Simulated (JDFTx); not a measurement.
**A series of single points on BaTe**

System: BaTe (Fm-3m, 2 atoms in the cell).
Method: Kohn-Sham DFT of a periodic cell, LDA, PseudoDojo-SR-LDA-0.4.1-standard, no spin polarisation (JDFTx 1.7.0 (patched build)).

The 7 runs differ only in the geometry, by an even scaling of the cell at fixed fractional positions. The structure derives from an entry of the Crystallography Open Database.

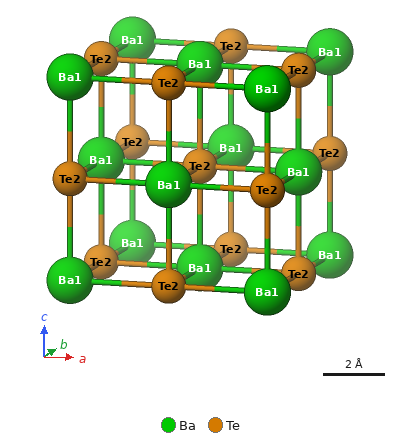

Figure 1. The structure of run 4 (ball-and-stick view of the cell 4 times as large as that of the calculation, set on its symmetry axes, seen slightly off an axis; atoms are numbered from 1 in the order of the input). An atom can appear more than once, as a periodic image.

### Input of run 4
```
lattice \
    0.0000000000     3.4100000000     3.4100000000 \
    3.4100000000     0.0000000000     3.4100000000 \
    3.4100000000     3.4100000000     0.0000000000
latt-scale 1.889726124626 1.889726124626 1.889726124626
coords-type Lattice
ion Ba     0.0000000000     0.0000000000     0.0000000000 1
ion Te     0.5000000000     0.5000000000     0.5000000000 1

ion-species pseudo/Ba.upf
ion-species pseudo/Te.upf
elec-cutoff 40 320
elec-ex-corr lda-PW
kpoint-folding 7 7 7
elec-smearing Fermi 0.0018374661
elec-n-bands 19
electronic-SCF nIterations 100 energyDiffThreshold 1e-09
electronic-minimize nIterations 30 energyDiffThreshold 1e-7
forces-output-coords Cartesian

dump-name run.$VAR
dump End Ecomponents EigStats BandEigs Kpoints Forces Stress ElecDensity Dtot KEdensity
```

Command:
```bash
jdftx -c 2 -i BaTe.in -o BaTe.out
```

Run 6 differs from it as follows:
```diff
-    0.0000000000     3.4100000000     3.4100000000 \
-    3.4100000000     0.0000000000     3.4100000000 \
-    3.4100000000     3.4100000000     0.0000000000
+    0.0000000000     3.4548735670     3.4548735670 \
+    3.4548735670     0.0000000000     3.4548735670 \
+    3.4548735670     3.4548735670     0.0000000000
```

### Results, with one run withheld

```tsv
run	volume per atom (Å³)	free energy per atom, from the lowest run given (meV)	pressure (GPa)	gap on the mesh (eV)
1	37.273	36.50	3.72	1.15
2	38.066	20.63	2.69	1.21
3	38.859	9.57	1.77	1.26
4	39.652	2.84	0.94	1.31
5	40.445	0.00	0.20	1.36
6	41.238	?	?	?
7	42.031	4.46	−1.07	1.44
```

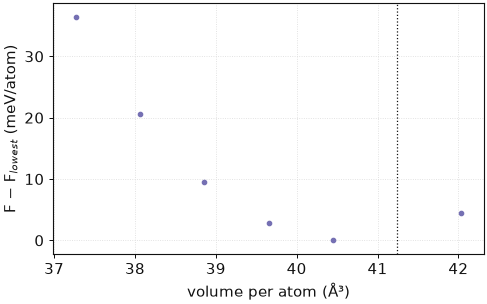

Figure 2. Free energy per atom of the runs given; the dotted line marks run 6.

Fit the runs given and predict run 6.

A cubic polynomial in V^(−2/3) (the Birch–Murnaghan form), fitted to the 6 runs given, misses them by under 0.01 meV per atom. With x = V^(−2/3) − 0.08646 Å⁻², it reads F = 5.0427 + 5425.8 x + 1.4227e+06 x² + 3.4647e+06 x³ (meV per atom). At run 6 it gives 0.66 meV per atom, and the run itself gives 0.66. The slope of the fit gives a pressure −dF/dV of −0.46 GPa there, and the run prints −0.47 GPa. The fit has its minimum at 40.683 Å³ per atom, where V d²F/dV² gives 35.1 GPa: the bulk modulus at this level, since symmetry fixes the shape and the positions. The gap on the mesh goes, without turning, from 1.15 eV in run 1 to 1.44 eV in run 7; run 6 has 1.40 eV. These are gaps of this functional on this mesh, which can miss the band edges; they aren't the measured gap.

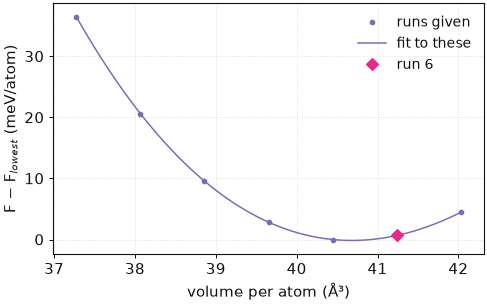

Figure 3. The fit and the withheld run.

### Some lines of the output (run 6)
```
[...]
unit cell volume = 556.574
     Etot =     -119.4177697439725989
        F =     -119.4177697451934108
	HOMO-LUMO gap: +0.051518
	Optical gap  : +0.065337 at state 14 ( [ +0.000000 +0.428571 +0.428571 ] spin 0 )
```
